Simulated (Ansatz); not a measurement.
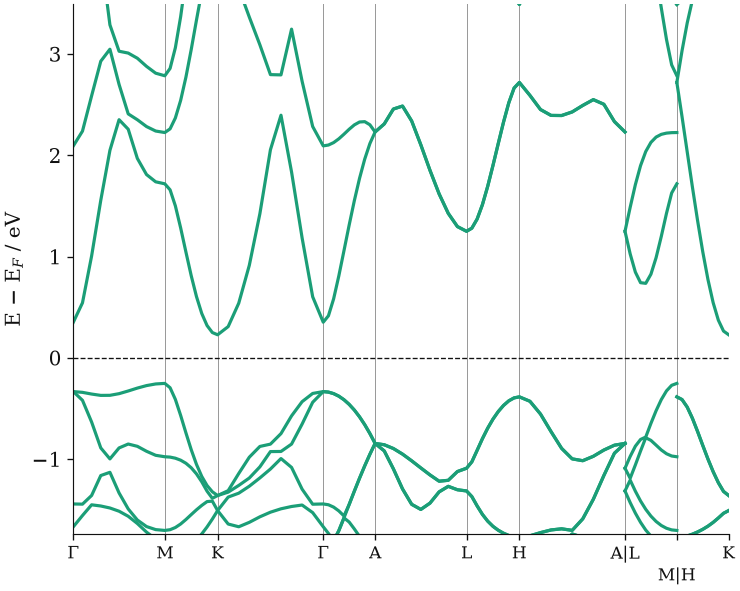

Band structure. Energies are counted from the Fermi level.

> What lattice type does the k path imply?

A hexagonal (primitive) lattice: the path Γ–M–K–Γ–A–L–H–A|L–M|H–K runs through the special points of its Brillouin zone.

System: CuI, space group P6_3/mmc (No. 194), 4 atoms in the cell, NiAs type.

```yaml
crystal:
  lattice:
    - [4.14734, 0.00000, 0.00000]
    - [-2.07367, 3.59170, 0.00000]
    - [0.00000, 0.00000, 6.33636]
  atoms:
    - { symbol: Cu, position: [0.00000, 0.00000, 0.00000] }
    - { symbol: Cu, position: [0.00000, 0.00000, 0.50000] }
    - { symbol: I, position: [0.33333, 0.66667, 0.25000] }
    - { symbol: I, position: [0.66667, 0.33333, 0.75000] }
```

Method: DFT, PBE, plane waves, PAW, no spin polarisation, 12×12×4 k mesh, 420 eV cutoff, Fermi-Dirac smearing of 0.02 eV (Ansatz).

> What does the band structure say about the gap?

The material is gapped. The gap along this path is 0.48 eV and indirect, from the valence-band top at M to the conduction-band bottom at K; the smallest direct gap is 0.69 eV, at Γ.

> How much do the top valence band and the lowest conduction band disperse along the path?

The top valence band spans 1.1 eV and the lowest conduction band 2.5 eV.

> What are the direct gaps at L, M and A?

The direct gaps are 2.34 eV at L, 1.97 eV at M and 3.08 eV at A.

Spin-orbit coupling is left out, which matters for I.
